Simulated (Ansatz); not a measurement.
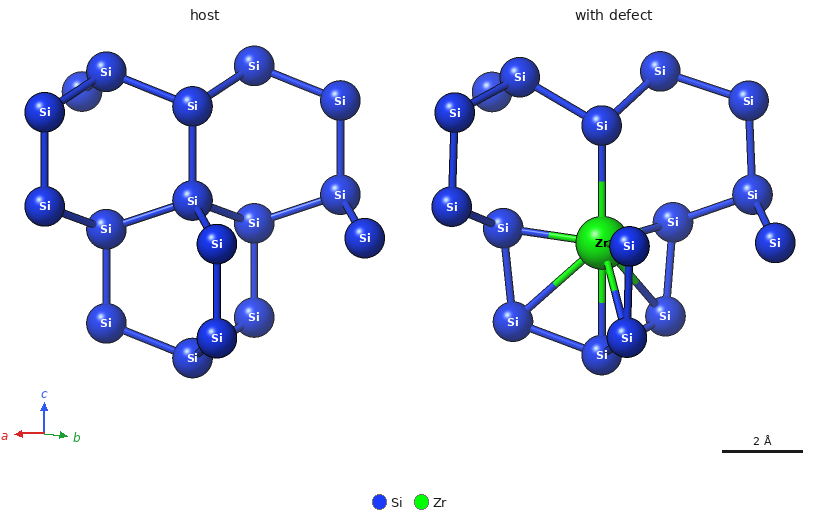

Left: perfect Si. Right: the same region with one point defect, after relaxing the atoms in a supercell of 36 sites. A ball-and-stick model of the atoms within 5.4 Å of one point, in a slice 5.0 Å thick across the line of sight, seen from a free direction.

Method: DFT PBE, scalar-relativistic, plane waves, PAW in Ansatz. Set-up: plane-wave cutoff 420 eV; k-point mesh 2 × 2 × 2; occupations gaussian; smearing width 0.02 eV; mesh shifted by (0.5, 0.5, 0.5); collinear spin. The cell is small and the k-mesh coarse, so the numbers are rough. A uniform background neutralises the charged cell. The axes drawn are those of the host's conventional cell.

**Which defect is it?**

A silicon atom is replaced by zirconium.

The charge state of the cell is +1.

**What does the relaxation do around it?**

In the host the Si atom has 4 Si at 2.36 to 2.38 Å; the Zr atom ends with 5 Si at 2.58 to 2.97 Å. Of the host's atoms, a silicon atom moves furthest from its site, by 0.49 Å. The Zr atom itself moves 1.07 Å from where it was put.
